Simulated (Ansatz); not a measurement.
Start from this file.

```cif
data_structure
_symmetry_space_group_name_H-M 'P 1'
_symmetry_Int_Tables_number 1
_cell_length_a 2.5480
_cell_length_b 2.6225
_cell_length_c 4.0742
_cell_angle_alpha 90.000
_cell_angle_beta 90.000
_cell_angle_gamma 114.775
_cell_volume 24.72
loop_
_atom_site_label
_atom_site_type_symbol
_atom_site_fract_x
_atom_site_fract_y
_atom_site_fract_z
_atom_site_occupancy
Ru1 Ru 0.30983 0.66039 0.75000 1
Ru2 Ru 0.64943 0.30983 0.25000 1
```

Q: What would you see if this were drawn?

A: The element is ruthenium. Strictly the space group is P2_1/m (No. 11, within 0.01 Å). It is a distorted form of a primitive hexagonal structure, space group P6_3/mmc (No. 194) within 0.45 Å: hexagonal close-packed (Mg type). The cell holds two atoms.

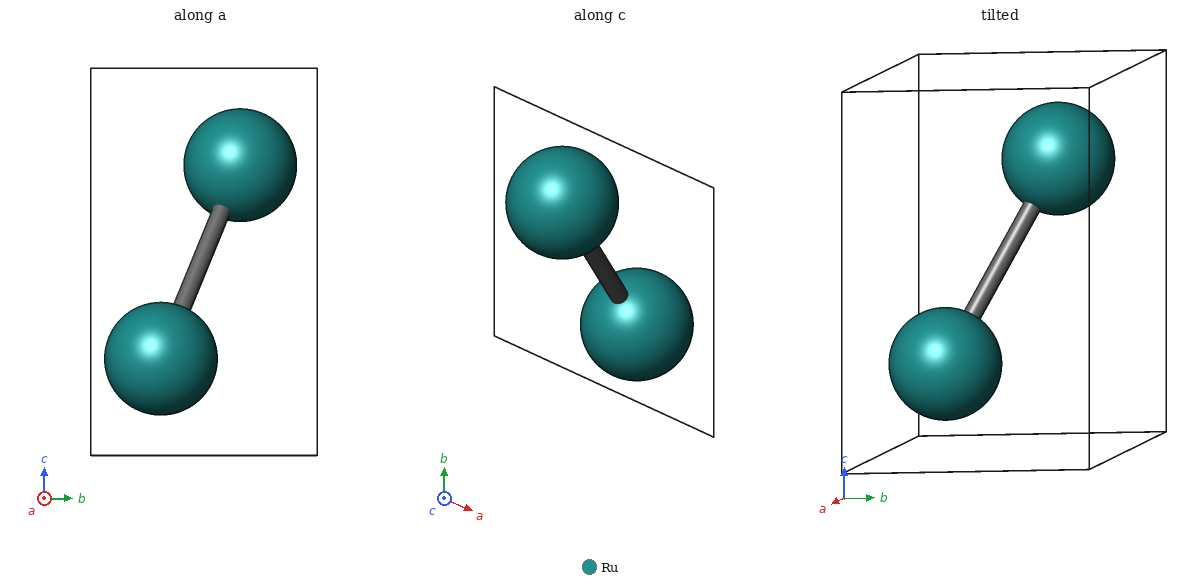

This ball-and-stick model is shown along the a axis, along the c axis and slightly off an axis. The unit cell is drawn as a box.

The structure was taken from a structure listed in the Materials Project. The cell was then strained or its atoms displaced on purpose. Ansatz was used for an electronic-structure calculation on it.

At this level of theory the cell isn't at rest (compressed, at 27 GPa), so its distances can differ from those at equilibrium, the more so the softer the solid.
